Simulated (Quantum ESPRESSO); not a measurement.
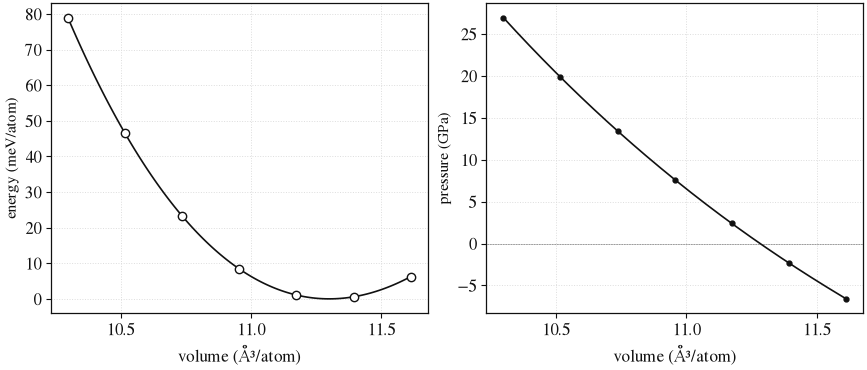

The plot gives the computed energy and pressure against volume for HfO₂, space group Pca2_1 (No. 29).

Cell as given: a = 5.219 Å, b = 5.005 Å, c = 5.033 Å, α = 90.00°, β = 90.00°, γ = 90.00°; 12 atoms.

Computed with Quantum ESPRESSO 7.5: plane-wave DFT, no spin polarisation; energies at scaled volumes of the given cell, shape and fractions fixed, counted from the fit's minimum, third-order Birch-Murnaghan fit. Level: PBE.

k mesh 5×6×5; occupations Fermi–Dirac; smearing width 0.05 eV; potentials SSSP 1.3 efficiency PBE; wave cutoff 816.3 eV; density cutoff 5987 eV.

Q: What equilibrium volume and bulk modulus follow from the curve?

A: A third-order Birch–Murnaghan fit gives V0 = 11.30 Å³/atom, B0 = 243 GPa and B′ = 4.2.

Q: Read off the course of the pressure.

A: It falls from 26.96 GPa at volume 10.30 Å³/atom to −6.60 GPa at 11.61 Å³/atom, and changes sign near 11.29 Å³/atom.

Caveats: shape and atomic fractions are frozen while scaling, which makes layered, chain and framework solids too stiff.

The computed values:

| volume (Å³/atom) | energy (meV/atom) | pressure (GPa) |
| --- | --- | --- |
| 10.30 | 79.02 | 26.96 |
| 10.52 | 46.53 | 19.85 |
| 10.74 | 23.28 | 13.43 |
| 10.96 | 8.41 | 7.63 |
| 11.17 | 1.08 | 2.39 |
| 11.39 | 0.57 | −2.33 |
| 11.61 | 6.24 | −6.60 |
